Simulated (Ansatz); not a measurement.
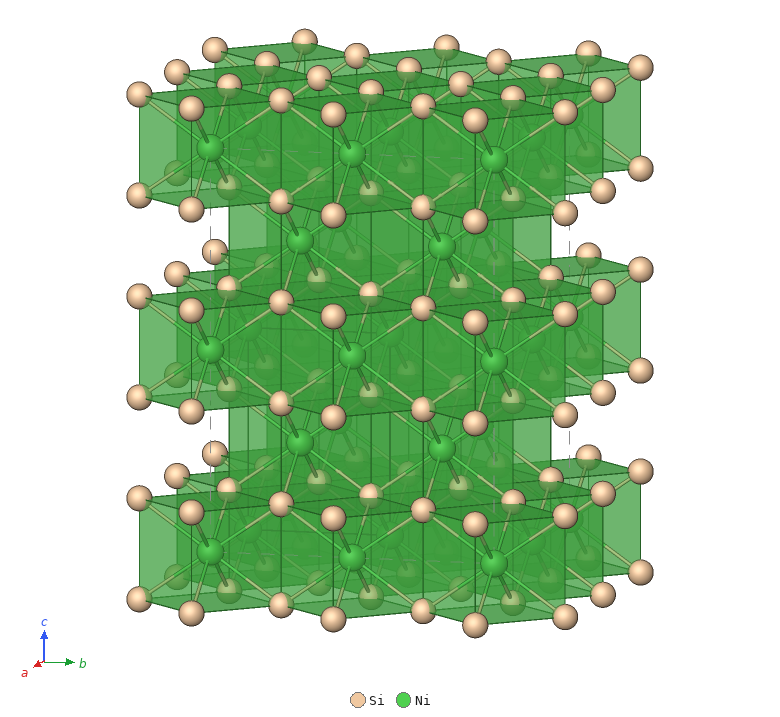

Polyhedra are drawn about Ni (bonds: Ni–Si below 2.5 Å); other atoms are plain spheres.

The compound is Si2Ni (space group I4/mmm, No. 139), taken as coordinates from a relaxation (final pressure about 20 GPa) with Ansatz, DFT, PAW plane waves, lda, spin-orbit.

> What figure surrounds each Ni atom, and what does it share with the other drawn polyhedra?

Ni: NiSi8 cube, sharing edges with twelve neighbours.

> How do these polyhedra hang together as a whole?

They form a three-dimensional framework of edge-sharing cubes.

> How far apart are the centres of linked polyhedra?

Centre to centre across a shared edge: 3.66 to 3.69 Å.
